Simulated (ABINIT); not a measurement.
# Geometry relaxation of Se (part 3 of 3)

Se (P3₁21, 3 atoms in the cell); Kohn-Sham DFT of a periodic cell, PBE, PseudoDojo NC SR PBE v0.4.1 standard (ABINIT 10.8.3); cutoff 1170.09 eV, 5×5×4 k-mesh, fermi-dirac of 0.05 eV. The structure derives from an entry of the Crystallography Open Database. The run did not end well.

Geometry of the input (Å; fractional positions):
```
4.3662  0.0000  0.0000
-2.1831  3.7812  0.0000
0.0000  0.0000  4.9536
Se 0.7746  0.7746  0.0000
Se -0.0000  0.2254  0.6667
Se 0.2254  0.0000  0.3333
```

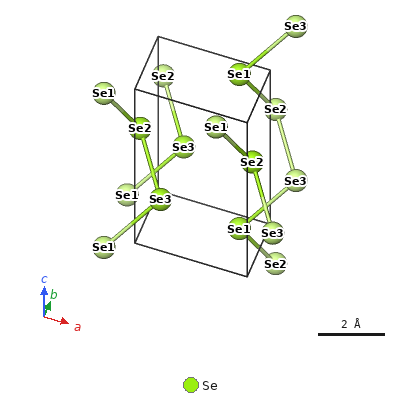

Figure 1. The geometry at step 3 of the log (ball-and-stick view of the cell of the calculation, seen at an oblique angle; neighbours outside the cell are drawn fainter; atoms are numbered from 1 in the order of the input).

**The program's output, continued**
```
 Cartesian coordinates (xcart) [bohr]
  3.21268478540076E+00  5.56453327711762E+00 -1.76644688638211E-16
 -9.48534364229089E-01  1.64290971159934E+00  6.36429563142419E+00
  1.89706872845818E+00 -5.33457943649781E-16  3.18214781571210E+00
 Reduced coordinates (xred)
  7.72053734705738E-01  7.72053734705738E-01 -1.85037170770859E-17
 -7.36029523482168E-17  2.27946265294262E-01  6.66666666666667E-01
  2.27946265294262E-01 -7.40148683083437E-17  3.33333333333333E-01
 Cartesian forces (fcart) [Ha/bohr]; max,rms= 2.13262E-03 1.23127E-03 (free atoms)
  1.06630959121038E-03  1.84690238854119E-03 -1.50430624797740E-27
  1.06630959121038E-03 -1.84690238854119E-03 -1.50430624797740E-27
 -2.13261918242076E-03  8.53921077602177E-20  3.00861249595481E-27
 Gradient of E wrt nuclear positions in reduced coordinates (gred)
 -8.87429578075721E-03 -8.87429578075721E-03  1.43607745234901E-26
 -8.87429578075721E-03  1.77485915615144E-02  1.43607745234901E-26
  1.77485915615144E-02 -8.87429578075721E-03 -2.87215490469801E-26
 Scale of Primitive Cell (acell) [bohr]
  8.32243829925969E+00  8.32243829937185E+00  9.54644344713629E+00
 Real space primitive translations (rprimd) [bohr]
  8.32243829925969E+00  0.00000000000000E+00  0.00000000000000E+00
 -4.16121914962985E+00  7.20744298871696E+00  0.00000000000000E+00
  0.00000000000000E+00  0.00000000000000E+00  9.54644344713629E+00
 Unitary Cell Volume (ucvol) [Bohr^3]=  5.72629086397057E+02
 Angles (23,13,12)= [degrees]
  9.00000000000000E+01  9.00000000000000E+01  1.19999999999554E+02
 Lengths [Bohr]
  8.32243829925969E+00  8.32243829937185E+00  9.54644344713629E+00
 Stress tensor in cartesian coordinates (strten) [Ha/bohr^3]
  5.18655292546487E-06  0.00000000000000E+00  0.00000000000000E+00
  0.00000000000000E+00  5.18655245918161E-06  0.00000000000000E+00
  0.00000000000000E+00  0.00000000000000E+00 -2.59042855089119E-06
 Total energy (etotal) [Ha]= -3.63707243186191E+02

 Difference of energy with previous step (new-old):
           Absolute (Ha)=-4.20181E-05
           Relative     =-1.15527E-07

--- Iteration: ( 6/50) Internal Cycle: (1/1)
--------------------------------------------------------------------------------

---SELF-CONSISTENT-FIELD CONVERGENCE--------------------------------------------

--- !BeginCycle
iteration_state: {dtset: 1, itime: 6, icycle: 1, }
solver: {iscf: 7, nstep: 80, nline: 4, wfoptalg: 0, }
tolerances: {tolvrs: 1.00E-12, }
...

     iter   Etot(hartree)      deltaE(h)  residm     vres2
 ETOT  1  -363.70489962880    -3.637E+02 5.301E-05 3.840E+01
 ETOT  2  -363.70724288344    -2.343E-03 4.699E-05 6.409E-01
 ETOT  3  -363.70728394740    -4.106E-05 5.747E-05 1.263E-01
 ETOT  4  -363.70728921803    -5.271E-06 2.133E-05 7.954E-03
 ETOT  5  -363.70728960445    -3.864E-07 3.962E-05 7.806E-04
 ETOT  6  -363.70728969524    -9.079E-08 1.760E-05 4.983E-05
 ETOT  7  -363.70728970022    -4.983E-09 3.796E-05 2.276E-06
 ETOT  8  -363.70728970042    -1.984E-10 1.719E-05 2.966E-07
 ETOT  9  -363.70728970046    -3.917E-11 3.617E-05 4.967E-08
 ETOT 10  -363.70728970047    -9.265E-12 1.679E-05 6.886E-09
 ETOT 11  -363.70728970046     9.891E-12 3.415E-05 1.004E-09
 ETOT 12  -363.70728970046    -6.821E-13 1.620E-05 8.602E-11
 ETOT 13  -363.70728970046    -3.126E-12 3.184E-05 1.327E-12
 ETOT 14  -363.70728970047    -5.855E-12 1.539E-05 6.444E-14

 At SCF step   14       vres2   =  6.44E-14 < tolvrs=  1.00E-12 =>converged.

 Cartesian components of stress tensor (hartree/bohr^3)
  sigma(1 1)=  5.96566693E-06  sigma(3 2)=  0.00000000E+00
  sigma(2 2)=  5.96566647E-06  sigma(3 1)=  0.00000000E+00
  sigma(3 3)=  7.96449373E-06  sigma(2 1)=  0.00000000E+00

--- !ResultsGS
iteration_state: {dtset: 1, itime: 6, icycle: 1, }
comment   : Summary of ground state results
lattice_vectors:
- [  8.3277280,   0.0000000,   0.0000000, ]
- [ -4.1638640,   7.2120240,   0.0000000, ]
- [  0.0000000,   0.0000000,   9.5911696, ]
lattice_lengths: [   8.32773,    8.32773,    9.59117, ]
lattice_angles: [ 90.000,  90.000, 120.000, ] # degrees, (23, 13, 12)
lattice_volume:   5.7604349E+02
convergence: {deltae: -5.855E-12, res2:  6.444E-14, residm:  1.539E-05, diffor: null, }
etotal    :  -3.63707290E+02
entropy   :   0.00000000E+00
fermie    :   1.14937350E-01
cartesian_stress_tensor: # hartree/bohr^3
- [  5.96566693E-06,   0.00000000E+00,   0.00000000E+00, ]
- [  0.00000000E+00,   5.96566647E-06,   0.00000000E+00, ]
- [  0.00000000E+00,   0.00000000E+00,   7.96449373E-06, ]
pressure_GPa:  -1.9512E-01
xred      :
- [  7.7319E-01,   7.7319E-01,  -1.8504E-17, Se]
- [ -7.3603E-17,   2.2681E-01,   6.6667E-01, Se]
- [  2.2681E-01,  -7.4015E-17,   3.3333E-01, Se]
cartesian_forces: # hartree/bohr
- [  9.61833141E-04,   1.66594387E-03,  -7.48645636E-27, ]
- [  9.61833141E-04,  -1.66594387E-03,  -7.48645636E-27, ]
- [ -1.92366628E-03,   1.94018577E-19,   1.49729127E-26, ]
force_length_stats: {min:   1.92366628E-03, max:   1.92366628E-03, mean:   1.92366628E-03, }
...

 Integrated electronic density in atomic spheres:
 ------------------------------------------------
 Atom  Sphere_radius  Integrated_density
    1        2.00000         13.14699818
    2        2.00000         13.14699818
    3        2.00000         13.14699818

---OUTPUT-----------------------------------------------------------------------

 Cartesian coordinates (xcart) [bohr]
  3.21947603007653E+00  5.57629605794290E+00 -1.77472288542325E-16
 -9.44387989414030E-01  1.63572797975231E+00  6.39411306038245E+00
  1.88877597882806E+00 -5.33797009386621E-16  3.19705653019122E+00
 Reduced coordinates (xred)
  7.73194325032360E-01  7.73194325032360E-01 -1.85037170770859E-17
 -7.36029523482168E-17  2.26805674967640E-01  6.66666666666667E-01
  2.26805674967640E-01 -7.40148683083438E-17  3.33333333333333E-01
 Cartesian forces (fcart) [Ha/bohr]; max,rms= 1.92367E-03 1.11063E-03 (free atoms)
  9.61833140707719E-04  1.66594386807938E-03 -7.48645636378071E-27
  9.61833140707719E-04 -1.66594386807938E-03 -7.48645636378071E-27
 -1.92366628141544E-03  1.94018576777401E-19  1.49729127275614E-26
 Gradient of E wrt nuclear positions in reduced coordinates (gred)
 -8.00988481469295E-03 -8.00988481469295E-03  7.18038726174503E-26
 -8.00988481469295E-03  1.60197696293859E-02  7.18038726174503E-26
  1.60197696293859E-02 -8.00988481469295E-03 -1.43607745234901E-25
 Scale of Primitive Cell (acell) [bohr]
  8.32772803898113E+00  8.32772803909336E+00  9.59116959057367E+00
 Real space primitive translations (rprimd) [bohr]
  8.32772803898113E+00  0.00000000000000E+00  0.00000000000000E+00
 -4.16386401949056E+00  7.21202403769521E+00  0.00000000000000E+00
  0.00000000000000E+00  0.00000000000000E+00  9.59116959057367E+00
 Unitary Cell Volume (ucvol) [Bohr^3]=  5.76043485645089E+02
 Angles (23,13,12)= [degrees]
  9.00000000000000E+01  9.00000000000000E+01  1.19999999999554E+02
 Lengths [Bohr]
  8.32772803898113E+00  8.32772803909336E+00  9.59116959057367E+00
 Stress tensor in cartesian coordinates (strten) [Ha/bohr^3]
  5.96566692965921E-06  0.00000000000000E+00  0.00000000000000E+00
  0.00000000000000E+00  5.96566646886114E-06  0.00000000000000E+00
  0.00000000000000E+00  0.00000000000000E+00  7.96449373429570E-06
 Total energy (etotal) [Ha]= -3.63707289700469E+02

 Difference of energy with previous step (new-old):
           Absolute (Ha)=-4.65143E-05
           Relative     =-1.27889E-07

--- Iteration: ( 7/50) Internal Cycle: (1/1)
--------------------------------------------------------------------------------

---SELF-CONSISTENT-FIELD CONVERGENCE--------------------------------------------

--- !BeginCycle
iteration_state: {dtset: 1, itime: 7, icycle: 1, }
solver: {iscf: 7, nstep: 80, nline: 4, wfoptalg: 0, }
tolerances: {tolvrs: 1.00E-12, }
...

     iter   Etot(hartree)      deltaE(h)  residm     vres2
 ETOT  1  -363.70650342726    -3.637E+02 5.782E-05 2.328E+01
 ETOT  2  -363.70730024701    -7.968E-04 7.206E-05 2.945E-01
 ETOT  3  -363.70731983123    -1.958E-05 3.198E-04 4.030E-02
 ETOT  4  -363.70732190584    -2.075E-06 4.762E-05 8.422E-03
 ETOT  5  -363.70732251352    -6.077E-07 2.167E-04 5.298E-04
 ETOT  6  -363.70732257703    -6.351E-08 3.036E-05 2.343E-05
 ETOT  7  -363.70732257902    -1.987E-09 1.305E-04 2.436E-06
 ETOT  8  -363.70732257929    -2.726E-10 1.798E-05 3.169E-07
 ETOT  9  -363.70732257933    -4.155E-11 7.333E-05 4.482E-08
 ETOT 10  -363.70732257933     3.524E-12 1.011E-05 7.330E-09
 ETOT 11  -363.70732257934    -1.381E-11 3.992E-05 9.882E-10
 ETOT 12  -363.70732257933     1.199E-11 5.525E-06 3.429E-11
 ETOT 13  -363.70732257935    -1.251E-11 2.132E-05 2.937E-13

 At SCF step   13       vres2   =  2.94E-13 < tolvrs=  1.00E-12 =>converged.

 Cartesian components of stress tensor (hartree/bohr^3)
  sigma(1 1)=  1.61140977E-06  sigma(3 2)=  0.00000000E+00
  sigma(2 2)=  1.61140932E-06  sigma(3 1)=  0.00000000E+00
  sigma(3 3)=  9.89833886E-06  sigma(2 1)=  0.00000000E+00

--- !ResultsGS
iteration_state: {dtset: 1, itime: 7, icycle: 1, }
comment   : Summary of ground state results
lattice_vectors:
- [  8.3288120,   0.0000000,   0.0000000, ]
- [ -4.1644060,   7.2129628,   0.0000000, ]
- [  0.0000000,   0.0000000,   9.6237765, ]
lattice_lengths: [   8.32881,    8.32881,    9.62378, ]
lattice_angles: [ 90.000,  90.000, 120.000, ] # degrees, (23, 13, 12)
lattice_volume:   5.7815232E+02
convergence: {deltae: -1.251E-11, res2:  2.937E-13, residm:  2.132E-05, diffor: null, }
etotal    :  -3.63707323E+02
entropy   :   0.00000000E+00
fermie    :   1.13142044E-01
cartesian_stress_tensor: # hartree/bohr^3
- [  1.61140977E-06,   0.00000000E+00,   0.00000000E+00, ]
- [  0.00000000E+00,   1.61140932E-06,   0.00000000E+00, ]
- [  0.00000000E+00,   0.00000000E+00,   9.89833886E-06, ]
pressure_GPa:  -1.2868E-01
xred      :
- [  7.7459E-01,   7.7459E-01,  -1.8504E-17, Se]
- [ -7.3603E-17,   2.2541E-01,   6.6667E-01, Se]
- [  2.2541E-01,  -7.4015E-17,   3.3333E-01, Se]
cartesian_forces: # hartree/bohr
- [  5.00165110E-04,   8.66311382E-04,  -2.98443642E-28, ]
- [  5.00165110E-04,  -8.66311382E-04,   5.96887284E-28, ]
- [ -1.00033022E-03,  -5.31316282E-20,  -2.98443642E-28, ]
force_length_stats: {min:   1.00033022E-03, max:   1.00033022E-03, mean:   1.00033022E-03, }
...

 Integrated electronic density in atomic spheres:
 ------------------------------------------------
 Atom  Sphere_radius  Integrated_density
    1        2.00000         13.14469192
    2        2.00000         13.14469192
    3        2.00000         13.14469192

---OUTPUT-----------------------------------------------------------------------

 Cartesian coordinates (xcart) [bohr]
  3.22569102534674E+00  5.58706074551989E+00 -1.78075637320534E-16
 -9.38714965092077E-01  1.62590201339394E+00  6.41585099104417E+00
  1.87742993018415E+00 -5.33866488713995E-16  3.20792549552208E+00
 Reduced coordinates (xred)
  7.74586107299024E-01  7.74586107299024E-01 -1.85037170770859E-17
 -7.36029523482168E-17  2.25413892700976E-01  6.66666666666667E-01
  2.25413892700976E-01 -7.40148683083438E-17  3.33333333333333E-01
 Cartesian forces (fcart) [Ha/bohr]; max,rms= 1.00033E-03 5.77541E-04 (free atoms)
  5.00165109893907E-04  8.66311382493951E-04 -2.98443642026311E-28
  5.00165109893907E-04 -8.66311382493951E-04  5.96887284052623E-28
 -1.00033021978781E-03 -5.31316282250256E-20 -2.98443642026311E-28
 Gradient of E wrt nuclear positions in reduced coordinates (gred)
 -4.16578115970135E-03 -4.16578115970135E-03  2.87215490469801E-27
 -4.16578115970135E-03  8.33156231940269E-03 -5.74430980939602E-27
  8.33156231940269E-03 -4.16578115970135E-03  2.87215490469801E-27
 Scale of Primitive Cell (acell) [bohr]
  8.32881198087763E+00  8.32881198098987E+00  9.62377648656625E+00
 Real space primitive translations (rprimd) [bohr]
  8.32881198087763E+00  0.00000000000000E+00  0.00000000000000E+00
 -4.16440599043881E+00  7.21296275891383E+00  0.00000000000000E+00
  0.00000000000000E+00  0.00000000000000E+00  9.62377648656625E+00
 Unitary Cell Volume (ucvol) [Bohr^3]=  5.78152324377171E+02
 Angles (23,13,12)= [degrees]
  9.00000000000000E+01  9.00000000000000E+01  1.19999999999554E+02
 Lengths [Bohr]
  8.32881198087763E+00  8.32881198098987E+00  9.62377648656625E+00
 Stress tensor in cartesian coordinates (strten) [Ha/bohr^3]
  1.61140977466764E-06  0.00000000000000E+00  0.00000000000000E+00
  0.00000000000000E+00  1.61140931736851E-06  0.00000000000000E+00
  0.00000000000000E+00  0.00000000000000E+00  9.89833886140372E-06
 Total energy (etotal) [Ha]= -3.63707322579345E+02

 Difference of energy with previous step (new-old):
           Absolute (Ha)=-3.28789E-05
           Relative     =-9.03993E-08

--- Iteration: ( 8/50) Internal Cycle: (1/1)
--------------------------------------------------------------------------------

---SELF-CONSISTENT-FIELD CONVERGENCE--------------------------------------------

--- !BeginCycle
iteration_state: {dtset: 1, itime: 8, icycle: 1, }
solver: {iscf: 7, nstep: 80, nline: 4, wfoptalg: 0, }
tolerances: {tolvrs: 1.00E-12, }
...

     iter   Etot(hartree)      deltaE(h)  residm     vres2
 ETOT  1  -363.70728525224    -3.637E+02 1.233E-05 2.994E+00
 ETOT  2  -363.70732543532    -4.018E-05 6.295E-06 3.263E-02
 ETOT  3  -363.70732917926    -3.744E-06 3.653E-06 1.185E-02
 ETOT  4  -363.70733085570    -1.676E-06 2.312E-06 2.714E-04
```

**Trajectory as extended XYZ (Å, eV, eV/Å), 7 frames, from step=0 to step=6**
```
3
Lattice="4.3662 0.0000 0.0000 -2.1831 3.7812 0.0000 0.0000 0.0000 4.9536" Properties=species:S:1:pos:R:3:forces:R:3 step=0 energy=-9896.94397
Se    1.6910    2.9289    0.0000   -0.2133  -0.3695   0.0000
Se   -0.4921    0.8523    3.3024   -0.2133   0.3695   0.0000
Se    0.9841    0.0000    1.6512    0.4267   0.0000   0.0000
3
Lattice="4.3759 0.0000 0.0000 -2.1880 3.7897 0.0000 0.0000 0.0000 4.9744" Properties=species:S:1:pos:R:3:forces:R:3 step=1 energy=-9896.96036
Se    1.6926    2.9317    0.0000   -0.1324  -0.2293   0.0000
Se   -0.4954    0.8580    3.3163   -0.1324   0.2293   0.0000
Se    0.9907    0.0000    1.6581    0.2648   0.0000   0.0000
3
Lattice="4.3982 0.0000 0.0000 -2.1991 3.8090 0.0000 0.0000 0.0000 5.0247" Properties=species:S:1:pos:R:3:forces:R:3 step=2 energy=-9896.97664
Se    1.6967    2.9387    0.0000    0.0323   0.0560   0.0000
Se   -0.5024    0.8702    3.3498    0.0323  -0.0560   0.0000
Se    1.0048    0.0000    1.6749   -0.0647   0.0000   0.0000
3
Lattice="4.4003 0.0000 0.0000 -2.2001 3.8108 0.0000 0.0000 0.0000 5.0322" Properties=species:S:1:pos:R:3:forces:R:3 step=3 energy=-9896.97713
Se    1.6975    2.9402    0.0000    0.0433   0.0751   0.0000
Se   -0.5026    0.8706    3.3548    0.0433  -0.0751   0.0000
Se    1.0052    0.0000    1.6774   -0.0867   0.0000   0.0000
3
Lattice="4.4040 0.0000 0.0000 -2.2020 3.8140 0.0000 0.0000 0.0000 5.0518" Properties=species:S:1:pos:R:3:forces:R:3 step=4 energy=-9896.97827
Se    1.7001    2.9446    0.0000    0.0548   0.0950   0.0000
Se   -0.5019    0.8694    3.3678    0.0548  -0.0950   0.0000
Se    1.0039    0.0000    1.6839   -0.1097   0.0000   0.0000
3
Lattice="4.4068 0.0000 0.0000 -2.2034 3.8164 0.0000 0.0000 0.0000 5.0754" Properties=species:S:1:pos:R:3:forces:R:3 step=5 energy=-9896.97954
Se    1.7037    2.9508    0.0000    0.0495   0.0857   0.0000
Se   -0.4997    0.8656    3.3836    0.0495  -0.0857   0.0000
Se    0.9995    0.0000    1.6918   -0.0989   0.0000   0.0000
3
Lattice="4.4074 0.0000 0.0000 -2.2037 3.8169 0.0000 0.0000 0.0000 5.0927" Properties=species:S:1:pos:R:3:forces:R:3 step=6 energy=-9896.98043
Se    1.7070    2.9565    0.0000    0.0257   0.0445   0.0000
Se   -0.4967    0.8604    3.3951    0.0257  -0.0445   0.0000
Se    0.9935    0.0000    1.6976   -0.0514   0.0000   0.0000
```

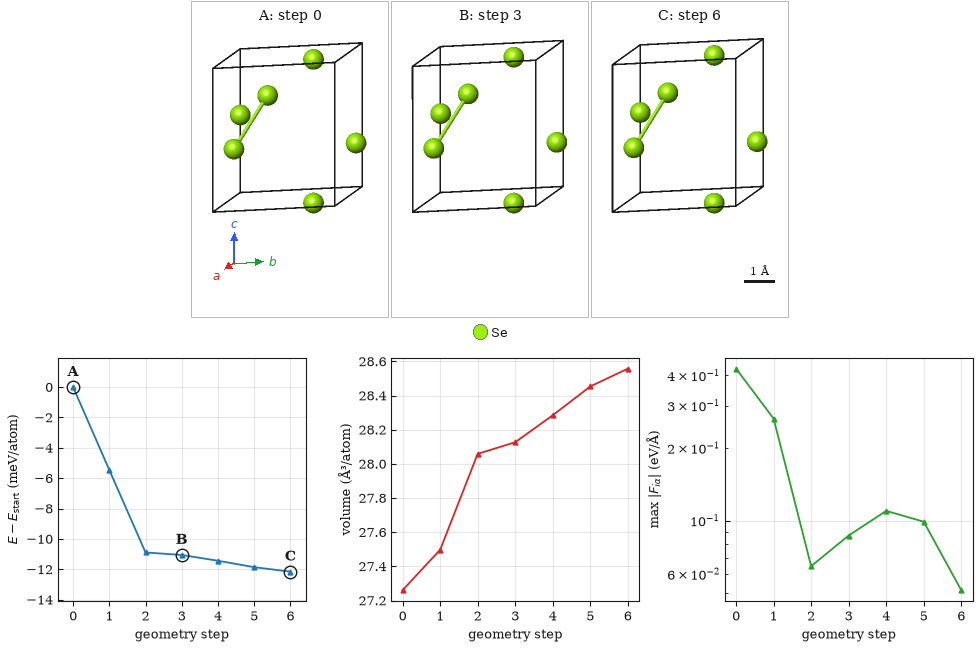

Figure 2. Frames of the relaxation (ball-and-stick view of the cell of the calculation, seen slightly off an axis) above the curves, on which the letters mark them (steps are counted from 0).

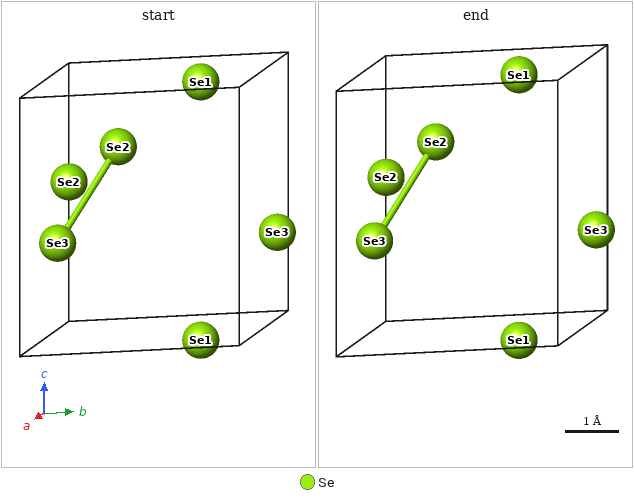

Figure 3. Before (left) and after (right) the relaxation, at one scale (ball-and-stick view of the cell of the calculation, seen slightly off an axis). The run was cut off at its time limit before the relaxation converged, so the last structure is only a point on the way. The atoms keep their places relative to the cell (all moves are under 0.005 Å). The drawn cell changes as follows: a = b 4.366 → 4.407 Å (+0.9 %), c 4.954 → 5.093 Å (+2.8 %); the volume changes by +4.8 %. Distances before and after: Se1–Se2 2.373 → 2.417 Å. The space group stays P3_121 (No. 152). The energy falls by 12.2 meV per atom in 6 geometry steps. Largest force component: 0.43 eV/Å at the start, 0.051 eV/Å at the end. (Atoms are counted from 1 in the order of the input.)

**What the run reported**

| quantity | value |
| --- | --- |
| outcome | stopped at the time limit |
| space group (tolerance 0.01 Å) | P3₁21 (152) |
| electrons treated | 48 |
| free energy | −9896.9804 eV |
| gap on the k-point mesh | 1.17 eV |
| pressure | −0.13 GPa |
| final volume | 85.67 Å³ |
| largest force (length of the vector) at the end | 0.051 eV/Å |
| final cell | a = 4.407 Å, b = 4.407 Å, c = 5.093 Å, α = 90.00°, β = 90.00°, γ = 120.00° |
| wall time | 25 min |
| peak memory | 0.18 GiB |

**What went wrong**

The run was cut off by its time limit, so the output is incomplete.
